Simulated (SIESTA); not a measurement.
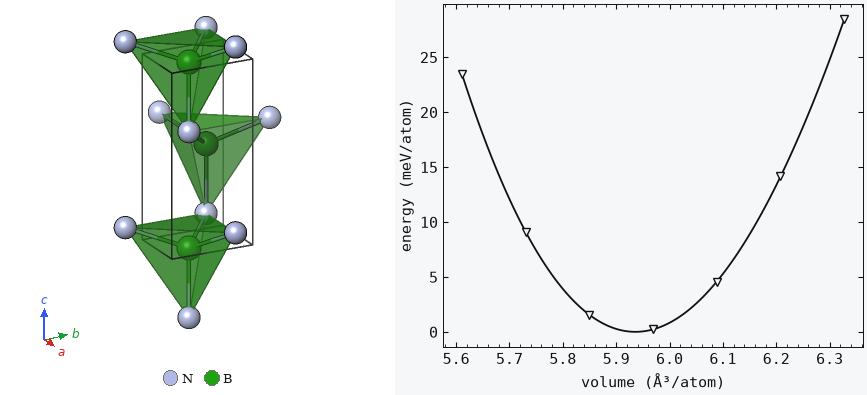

The picture above shows the energy against volume for BN, space group P6_3mc (No. 186). The conventional cell is drawn beside the plot.

Starting cell:
```
N B
1.0
     2.55394    0.00000    0.00000
    -1.27697    2.21178    0.00000
     0.00000    0.00000    4.22685
N B
2 2
Direct
  0.33333 0.66667 0.12528
  0.66667 0.33333 0.62528
  0.33333 0.66667 0.49972
  0.66667 0.33333 0.99972
```

Computed with SIESTA 5.4.2: DFT in numerical atomic orbitals with pseudopotentials, no spin polarisation; energies at scaled volumes of the given cell, shape and fractions fixed, counted from the fit's minimum, third-order Birch-Murnaghan fit. Level: PBEsol.

| setting | value |
| --- | --- |
| k mesh | 12×12×6 |
| occupations | Fermi–Dirac |
| smearing width | 0.05 eV |
| potentials | PseudoDojo 0.4 standard, converted to PSML, two zetas on semicore shells |
| program settings | basis DZP, mesh cutoff 800 Ry |

From this curve and the settings, what does the calculation give for the pressure at the same points?

The pressure falls from 24.09 GPa at volume 5.6110 Å³/atom to −22.12 GPa at 6.3273 Å³/atom, and changes sign near 5.94 Å³/atom.

```tsv
volume (Å³/atom)	pressure (GPa)
5.6110	24.09
5.7303	14.57
5.8497	5.80
5.9691	-2.11
6.0885	-9.44
6.2079	-16.11
6.3273	-22.12
```

Caveats: mulliken charges of long orbitals; shape and atomic fractions are frozen while scaling, which makes layered, chain and framework solids too stiff.
